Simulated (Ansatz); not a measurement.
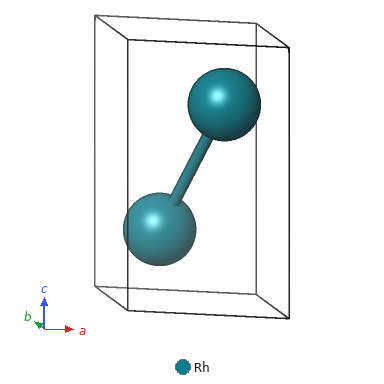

System: Rh, space group P6_3/mmc (No. 194). The picture shows the cell.

The given structure:
```yaml
crystal:
  lattice:
    - [2.72479, 0.00000, 0.00000]
    - [-1.36239, 2.35974, 0.00000]
    - [0.00000, 0.00000, 4.38484]
  atoms:
    - { symbol: Rh, position: [0.66667, 0.33333, 0.75000] }
    - { symbol: Rh, position: [0.33333, 0.66667, 0.25000] }
```

Input of one of the runs behind the figure:
```
crystal:
  lattice:
    - [2.7247892442, 0.0, 0.0]
    - [-1.3623946221, 2.3597367054, 0.0]
    - [0.0, 0.0, 4.384842503]
  atoms:
    - { symbol: Rh, position: [0.6666666667, 0.3333333333, 0.75] }
    - { symbol: Rh, position: [0.3333333333, 0.6666666667, 0.25] }
basis:
  ecutwfc: 420
kpoints:
  mp_grid: { grid: [18, 18, 10] }
hamiltonian:
  xc: pbe
scf:
  occupations: { method: gaussian, width: 0.1 }
output:
  forces: true
  stress: true
  eigenvalues: true
```

Calculation (Ansatz 0.2.0): energy, stress and cell of a relaxed crystal along a series of strains, atoms and what the cell freedom names relaxed within the symmetry; stress is positive in compression; plane waves with PAW datasets, Γ-centred k mesh; energies extrapolated to zero smearing. Level: PBE, no spin polarisation.

wave cutoff 420 eV; k mesh 18×18×10; occupations Gaussian; smearing width 0.1 eV; strain kind isotropic; cell freedom cell held, all vectors scaled.

What does the calculation give for the energy change, stress zz and volume change against strain? The strain takes the values −6, −4, −2, 0, 2, 4, 6 %.

The energy rises on both sides of the starting structure, which is therefore a minimum along this path. The energy change is 469 meV/atom at strain −6 % and 286 meV/atom at 6 %; the lowest computed point is at strain 0 % (0 meV/atom). The stress zz falls from 78 GPa at strain −6 % to −29 GPa at 6 %, and changes sign near 0 %. The volume change rises from −16.94 % at strain −6 % to 19.10 % at 6 %.

| strain (%) | energy change (meV/atom) | stress zz (GPa) | volume change (%) |
| --- | --- | --- | --- |
| −6 | 469 | 78 | −16.94 |
| −4 | 191 | 44 | −11.53 |
| −2 | 44 | 18 | −5.88 |
| 0 | 0 | 0 | 0.00 |
| 2 | 38 | −13 | 6.12 |
| 4 | 138 | −22 | 12.49 |
| 6 | 286 | −29 | 19.10 |

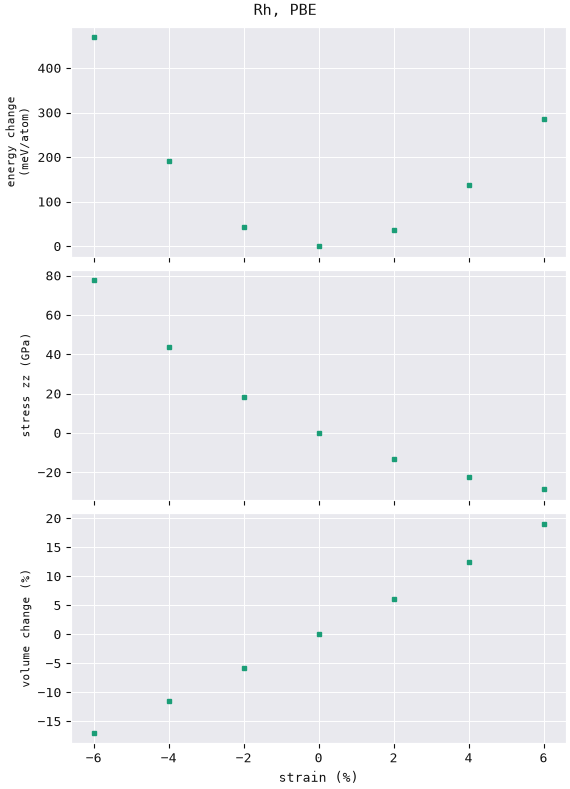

Note: far from the equilibrium volume.
